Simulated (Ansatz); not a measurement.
## Run report: WSe$_{2}$, single-point calculation (part 1 of 2)

System: WSe$_{2}$ (P6₃/mmc, 42 atoms in the cell).
Method: DFT PBE+D3(BJ), scalar-relativistic, plane waves, PAW, no spin polarisation (Ansatz 0.2.0).

The structure derives from an entry of the Crystallography Open Database. Figures and captions count atoms from 1; the log counts them from 0 in places.

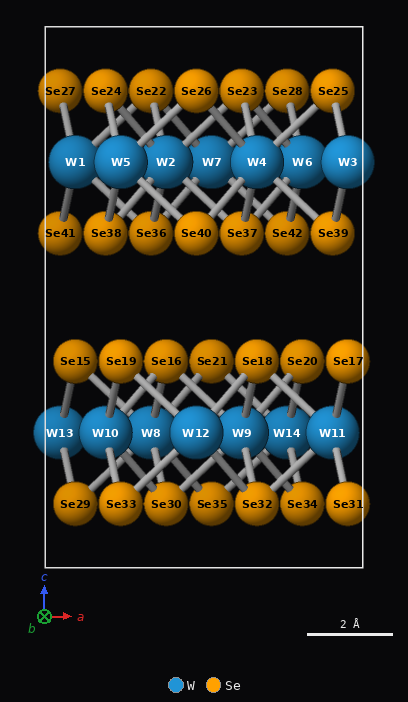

Fig. 1: The structure as given in the input (ball-and-stick view of the cell of the calculation, along the b axis; atoms are numbered from 1 in the order of the input). An atom can appear more than once, as a periodic image. Near neighbours in the periodic cell (some may lie outside the picture): W has 6 Se at 2.53 Å; Se has 3 W at 2.53 Å.

**Summary**

```json
{"quantity": "outcome", "value": "converged"}
{"quantity": "space group (tolerance 0.01 Å)", "value": "P6₃/mmc (194)"}
{"quantity": "electrons treated", "value": "644"}
{"quantity": "free energy", "value": "−298564.0429 eV"}
{"quantity": "Fermi energy", "value": "13.933 eV"}
{"quantity": "gap on the k-point mesh", "value": "1.17 eV"}
{"quantity": "pressure", "value": "0.01 GPa"}
{"quantity": "largest force (length of the vector)", "value": "0.003 eV/Å"}
{"quantity": "hardware", "value": "8 threads of AMD EPYC (Zen 3), 189 GiB of memory available, shared host"}
{"quantity": "wall time", "value": "40 s (CPU time 4.5 min)"}
{"quantity": "peak memory", "value": "5.3 GiB"}
```

**Remarks**

Spin–orbit coupling is left out, which matters for W.

**Input file**
```yaml
crystal:
  lattice:
    - [8.1975394127, -2.839710952, 0.0]
    - [-6.5580315302, -5.679421904, 0.0]
    - [0.0, 0.0, -12.7885060674]
  atoms:
    - { symbol: W, position: [0.0952380952, 0.619047619, 0.75] }
    - { symbol: W, position: [0.380952381, 0.4761904762, 0.75] }
    - { symbol: W, position: [0.9523809524, 0.1904761905, 0.75] }
    - { symbol: W, position: [0.6666666667, 0.3333333333, 0.75] }
    - { symbol: W, position: [0.2380952381, 0.0476190476, 0.75] }
    - { symbol: W, position: [0.8095238095, 0.7619047619, 0.75] }
    - { symbol: W, position: [0.5238095238, 0.9047619048, 0.75] }
    - { symbol: W, position: [0.3333333333, 0.6666666667, 0.25] }
    - { symbol: W, position: [0.619047619, 0.5238095238, 0.25] }
    - { symbol: W, position: [0.1904761905, 0.2380952381, 0.25] }
    - { symbol: W, position: [0.9047619048, 0.380952381, 0.25] }
    - { symbol: W, position: [0.4761904762, 0.0952380952, 0.25] }
    - { symbol: W, position: [0.0476190476, 0.8095238095, 0.25] }
    - { symbol: W, position: [0.7619047619, 0.9523809524, 0.25] }
    - { symbol: Se, position: [0.0952380952, 0.619047619, 0.3817115352] }
    - { symbol: Se, position: [0.380952381, 0.4761904762, 0.3817115352] }
    - { symbol: Se, position: [0.9523809524, 0.1904761905, 0.3817115352] }
    - { symbol: Se, position: [0.6666666667, 0.3333333333, 0.3817115352] }
    - { symbol: Se, position: [0.2380952381, 0.0476190476, 0.3817115352] }
    - { symbol: Se, position: [0.8095238095, 0.7619047619, 0.3817115352] }
    - { symbol: Se, position: [0.5238095238, 0.9047619048, 0.3817115352] }
    - { symbol: Se, position: [0.3333333333, 0.6666666667, 0.8817115352] }
    - { symbol: Se, position: [0.619047619, 0.5238095238, 0.8817115352] }
    - { symbol: Se, position: [0.1904761905, 0.2380952381, 0.8817115352] }
    - { symbol: Se, position: [0.9047619048, 0.380952381, 0.8817115352] }
    - { symbol: Se, position: [0.4761904762, 0.0952380952, 0.8817115352] }
    - { symbol: Se, position: [0.0476190476, 0.8095238095, 0.8817115352] }
    - { symbol: Se, position: [0.7619047619, 0.9523809524, 0.8817115352] }
    - { symbol: Se, position: [0.0952380952, 0.619047619, 0.1182884648] }
    - { symbol: Se, position: [0.380952381, 0.4761904762, 0.1182884648] }
    - { symbol: Se, position: [0.9523809524, 0.1904761905, 0.1182884648] }
    - { symbol: Se, position: [0.6666666667, 0.3333333333, 0.1182884648] }
    - { symbol: Se, position: [0.2380952381, 0.0476190476, 0.1182884648] }
    - { symbol: Se, position: [0.8095238095, 0.7619047619, 0.1182884648] }
    - { symbol: Se, position: [0.5238095238, 0.9047619048, 0.1182884648] }
    - { symbol: Se, position: [0.3333333333, 0.6666666667, 0.6182884648] }
    - { symbol: Se, position: [0.619047619, 0.5238095238, 0.6182884648] }
    - { symbol: Se, position: [0.1904761905, 0.2380952381, 0.6182884648] }
    - { symbol: Se, position: [0.9047619048, 0.380952381, 0.6182884648] }
    - { symbol: Se, position: [0.4761904762, 0.0952380952, 0.6182884648] }
    - { symbol: Se, position: [0.0476190476, 0.8095238095, 0.6182884648] }
    - { symbol: Se, position: [0.7619047619, 0.9523809524, 0.6182884648] }
basis:
  ecutwfc: 420
  xc_grid: 2
kpoints:
  mp_grid: { grid: [2, 2, 2], shift: [0.0, 0.0, 0.0] }
hamiltonian:
  xc: pbe
  dispersion: d3bj
scf:
  occupations: { method: gaussian, width: 0.01 }
output:
  forces: true
  stress: true
  eigenvalues: true
  write_density: true
  write_potential: true
  elf: true
  volumetric_format: npy
```

Command:
```bash
ansatz run input.yaml --threads 8 --pin off --max-ram 22528MiB --backend cpu --events-out ev --progress --plain --runs-dir out
```

**Output**
```
Engine: ansatz 0.2.0, x86_64-unknown-linux-gnu
Pseudopotentials: kind: paw
Pseudopotential: W, paw, valence charge 14, recommended cutoff 420 eV (normal), W.paw.azcp
Pseudopotential: Se, paw, valence charge 16, recommended cutoff 420 eV (normal), Se.paw.azcp
Functional definition: PBE
  parameter kappa = 0.804
  parameter beta = 0.06672455060314922
  exchange = pbe_x(kappa = kappa, mu = beta*pi^2/3)
  correlation = pbe_c(beta = beta)
Crystal: 42 atoms, lattice volume = 833.557 Å³
Basis set: ecut = 420 eV, 16321 PW (Γ), exchange–correlation on 120×120×180 points (8 copies of the dense FFT grid, shifted against one another)
Bands: 387, of which v1, the nominal top of the filled ones, is band 322 counted from 1 (321 counted from 0)
Symmetry: 84 space group operations
Space group: P63/mmc (ITA 194), of the structure as read, at distance tolerance 9.4e-5 Å
k-points: 4 of 8
Non-local potential: W, projectors of the file, l = 0: 3, l = 1: 2, l = 2: 2, l = 3: 1
Non-local potential: Se, projectors of the file, l = 0: 2, l = 1: 2, l = 2: 3, l = 3: 1
PAW form: soft (Blöchl's): semilocal exchange-correlation on the pseudo side does not see the compensation charge
PAW one-centre angular grid: W, 590 points (default); XC on 64 Gauss nodes
PAW one-centre angular grid: Se, 590 points (default); XC on 64 Gauss nodes
Initial density: superposition of atomic densities (neutral atoms: chi_scale 0, normalization atom), corrected by the library's trained network
Initial wavefunctions: pseudopotential atomic-orbital guess
Functional: x = pbe(κ = 0.804, μ = 0.2195149727645171), c = pbe(β = 0.06672455060314922)
SCF iter   1: F=—  HF=-298563.958270 eV  |F-HF|=—  |Δ(HF+E_count)|=         —  Δρ=4.42e-3  dr2=5.83e-2  ethr=1.77e-3  ⟨swp⟩=6.0  Hψ=6243  notcnv=0  defer=39
preconditioner: auto → Resta (q_TF=auto, 2.613 Å⁻¹)  ε∞=6.4  [insulator: Δε(μ)=1.170 eV  Ē_g=8.768 eV  σ=0.010 eV  W_gap=1.00  n_scr=262 (ndim 8)  ℏωp=20.4 eV  f_vac=0.033  D(μ)=0.00/eV (n_scr^D=0)  ε∞_Penn≈6.4]
SCF iter   2: F=—  HF=-298564.012909 eV  |F-HF|=—  |Δ(HF+E_count)|=   5.46e-2  Δρ=2.55e-3  dr2=1.34e-2  ethr=9.06e-6  ⟨swp⟩=2.0  Hψ=2602  notcnv=0  defer=226
SCF iter   3: F=—  HF=-298564.040725 eV  |F-HF|=—  |Δ(HF+E_count)|=   2.78e-2  Δρ=7.54e-4  dr2=4.91e-3  ethr=2.09e-6  ⟨swp⟩=2.0  Hψ=1860  notcnv=0  defer=226
SCF iter   4: F=—  HF=-298564.042255 eV  |F-HF|=—  |Δ(HF+E_count)|=   1.53e-3  Δρ=7.41e-5  dr2=2.40e-5  ethr=7.62e-7  ⟨swp⟩=2.0  Hψ=1774  notcnv=0  defer=226
SCF iter   5: F=—  HF=-298564.042935 eV  |F-HF|=—  |Δ(HF+E_count)|=   6.80e-4  Δρ=2.96e-5  dr2=5.29e-6  ethr=3.73e-9  ⟨swp⟩=2.0  Hψ=2554  notcnv=0  defer=226
SCF iter   6: F=—  HF=-298564.042942 eV  |F-HF|=—  |Δ(HF+E_count)|=   7.13e-6  Δρ=1.04e-5  dr2=1.01e-6  ethr=8.22e-10  ⟨swp⟩=2.0  Hψ=2554  notcnv=0  defer=226
SCF iter   7: F=-298564.042944 eV  HF=-298564.042944 eV  |F-HF|=6.28e-8  |Δ(HF+E_count)|=   1.34e-6  Δρ=2.21e-6  dr2=5.65e-8  ethr=1.55e-11  ⟨swp⟩=11.0  Hψ=11545  notcnv=0
SCF 1 converged in 7 iterations: F = -298564.042944 eV  dr2 = 5.65e-8
  greatest PAW one-centre occupation: 1.000 electrons in one spin orbital (limit 2), on the Se atom at site 41 (counted from 0), in its partial waves of l = 2
SCF converged after 7 iterations
Free energy (F): -298564.042944 eV
Harris-Foulkes:  -298564.042944 eV  (|F-HF|=6.28e-8)
Internal energy: -298564.042944 eV  (E = F + TS)
E sigma→0 (E₀):  -298564.042944 eV
Fermi energy:    13.933417 eV
--- Per-component energies (eV) ---
  E_band       = -11542.752760
  E_kinetic    = 9659.554083
  E_local      = -77544.798196  (includes V_loc(G=0)·N_el)
  E_nonlocal   = -16657.984484
  E_hartree    = 37375.628360
  E_xc         = -6674.623814
  E_vxc        = -6119.506278  (∫ρ·V_xc dr)
  E_paw        = -173397.772186  (= ΣΔE_a)
  E_vpaw       = 4368.712401  (= ΣTr[D̂ρ^β])
  E_aug_tail   = -0.017576  (compensation charges beyond the density's cutoff)
  E_ewald      = -71304.053559
  E_disp       = -19.975573  (pairwise vdW)
  E_smearing   = -0.000000  (= −TS)
  E_closure    = -0.000000  (closes the sum)
  Σ components = -298564.042944   (vs F -298564.042944, Δ=0.00e0)
--- Forces (eV/Å), atoms counted from 1 ---
  atom   1  W      0.00000000    -0.00000000     0.00000000
  atom   2  W      0.00000000    -0.00000000     0.00000000
  atom   3  W      0.00000000    -0.00000000     0.00000000
  atom   4  W      0.00000000    -0.00000000    -0.00000000
  atom   5  W      0.00000000    -0.00000000     0.00000000
  atom   6  W      0.00000000    -0.00000000     0.00000000
  atom   7  W      0.00000000    -0.00000000     0.00000000
  atom   8  W     -0.00000000     0.00000000    -0.00000000
  atom   9  W     -0.00000000     0.00000000    -0.00000000
  atom  10  W     -0.00000000     0.00000000    -0.00000000
  atom  11  W     -0.00000000     0.00000000    -0.00000000
  atom  12  W     -0.00000000     0.00000000     0.00000000
  atom  13  W     -0.00000000     0.00000000    -0.00000000
  atom  14  W     -0.00000000     0.00000000    -0.00000000
  atom  15  Se    -0.00000000     0.00000000    -0.00268810
  atom  16  Se    -0.00000000     0.00000000    -0.00268810
  atom  17  Se    -0.00000000     0.00000000    -0.00268810
  atom  18  Se    -0.00000000     0.00000000    -0.00268810
  atom  19  Se    -0.00000000     0.00000000    -0.00268810
  atom  20  Se    -0.00000000     0.00000000    -0.00268810
  atom  21  Se    -0.00000000     0.00000000    -0.00268810
  atom  22  Se     0.00000000    -0.00000000    -0.00268810
  atom  23  Se     0.00000000    -0.00000000    -0.00268810
  atom  24  Se     0.00000000    -0.00000000    -0.00268810
  atom  25  Se     0.00000000    -0.00000000    -0.00268810
  atom  26  Se     0.00000000    -0.00000000    -0.00268810
  atom  27  Se     0.00000000    -0.00000000    -0.00268810
  atom  28  Se     0.00000000    -0.00000000    -0.00268810
  atom  29  Se    -0.00000000     0.00000000     0.00268810
  atom  30  Se    -0.00000000     0.00000000     0.00268810
  atom  31  Se    -0.00000000     0.00000000     0.00268810
  atom  32  Se    -0.00000000     0.00000000     0.00268810
  atom  33  Se    -0.00000000     0.00000000     0.00268810
  atom  34  Se    -0.00000000     0.00000000     0.00268810
  atom  35  Se    -0.00000000     0.00000000     0.00268810
  atom  36  Se     0.00000000    -0.00000000     0.00268810
  atom  37  Se     0.00000000    -0.00000000     0.00268810
  atom  38  Se     0.00000000    -0.00000000     0.00268810
  atom  39  Se     0.00000000    -0.00000000     0.00268810
  atom  40  Se     0.00000000    -0.00000000     0.00268810
  atom  41  Se     0.00000000    -0.00000000     0.00268810
  atom  42  Se     0.00000000    -0.00000000     0.00268810
  max |Σ_I F_I| component: 4.34e-18 eV/Å
--- Stress (GPa, compression-positive) ---
        0.025160       0.000000      -0.000000
       -0.000000       0.025160      -0.000000
        0.000000       0.000000      -0.026665
  P = ⅓ Tr σ = 0.0079 GPa (0.079 kbar)
--- Band table (eV) ---
  k-point 0: bands = ["-60.9140", "-60.9140", "-60.9046", "-60.9046", "-60.9046", "-60.9046", "-60.9046", "-60.9046", "-60.9046", "-60.9046", ... 177 levels left out ..., "-25.1352", "-25.1352", "-25.1352", "-25.1352", "-25.1352", "-25.0662", "-25.0662", "-25.0662", "-25.0662", "-2.0020", "-1.6841", "-0.8720", "-0.3509", "-0.2710", "-0.2710", "-0.2710", "-0.2710", "-0.2710", "-0.2710", "-0.0419", "-0.0419", "-0.0419", "-0.0419", "-0.0419", "-0.0419", "0.1150", "0.1150", "0.1150", "0.1150",
      "0.1150", "0.1150", "0.3751", "0.3751", "0.3751", "0.3751", "0.3751", "0.3751", "6.0836", "7.2904", "7.2904", "7.2904", "7.2904", "7.2904", "7.2904", "7.3558", "7.5809", "7.5809", "7.5809", "7.5809", "7.5809", "7.5809", "8.2257", "8.2257", "8.2257", "8.2257", "8.2257", "8.2257", "8.3276", "8.3276", "8.3276", "8.3276", "8.3276", "8.3276", "8.3991", "8.3991", "8.3991", "8.3991", "8.3991", "8.3991",
      "9.1217", "9.1217", "9.1217", "9.1217", "9.1217", "9.1217", "9.3908", "9.3908", "9.3908", "9.3908", "9.3908", "9.3908", "9.5563", "9.9743", "9.9743", "9.9743", "9.9743", "9.9743", "9.9743", "10.5700", "10.5700", "10.5700", "10.5700", "10.5700", "10.5700", "10.7129", "10.7129", "10.7352", "10.7352", "10.7578", "10.7578", "10.7578", "10.7578", "10.7578", "10.7578", "11.1310", "11.1310", "11.1310", "11.1310", "11.1310",
      "11.1310", "11.3801", "11.3801", "11.3801", "11.3801", "11.3801", "11.3801", "11.8243", "11.8243", "11.8952", "11.8952", "12.1530", "12.2758", "12.2758", "12.2758", "12.2758", "12.2758", "12.2758", "12.3774", "12.3774", "12.3774", "12.3774", "12.3774", "12.3774", "12.3898", "13.3494", "14.5176", "14.5176", "14.5176", "14.5176", "14.5176", "14.5176", "15.4883", "15.4883", "15.4883", "15.4883", "15.4883", "15.4883", "15.6703", "15.6703",
      "15.6703", "15.6703", "15.6703", "15.6703", "15.6834", "15.6834", "15.6834", "15.6834", "15.6834", "15.6834", "15.8556", "15.8556", "15.8556", "15.8556", "15.8556", "15.8556", "15.9818", "15.9818", "16.0293", "16.0293", "16.0470", "16.0470", "16.2895", "16.2895", "16.6494", "16.6494", "16.6494", "16.6494", "16.6494", "16.6494", "16.9531", "16.9531", "16.9531", "16.9531", "16.9531", "16.9531", "17.9128", "18.0479", "18.0479", "18.0479",
      "18.0479", "18.0479", "18.0479", "18.5929", "18.7098", "18.7098", "18.7098", "18.7098", "18.7098", "18.7098", "20.0286"]
```
